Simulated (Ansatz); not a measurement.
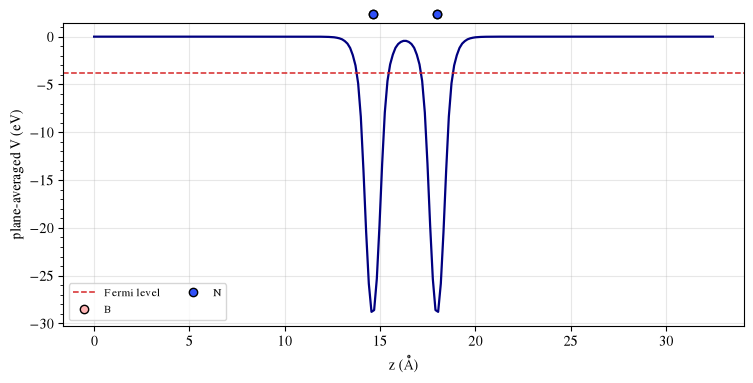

The picture shows: BN (slab). Plane average of the electrostatic potential (local pseudopotential plus Hartree) felt by an electron across the slab. Circles mark the heights of the atoms.

All numbers below come from DFT PBE+D3(BJ), scalar-relativistic, plane waves, PAW in Ansatz 0.2.0.

```xyz
4
Lattice="2.5088 0.0000 0.0000 -1.2544 2.1727 0.0000 0.0000 0.0000 32.6000" Properties=species:S:1:pos:R:3 pbc="T T T"
B     0.0000    0.0000   14.6139
N     1.2544    0.7242   14.6129
B     0.0000    0.0000   17.9861
N     0.0000    1.4484   17.9870
```

### How far above the Fermi level of the calculation is the vacuum level?

3.8 eV. The slab has a gap, so the Fermi level lies inside it and this isn't a work function in the metallic sense.

### How thick is the slab, and how wide the vacuum?

The outermost nuclei are 3.4 Å apart, in 2 atomic planes; the vacuum between periodic images is 29.2 Å wide.
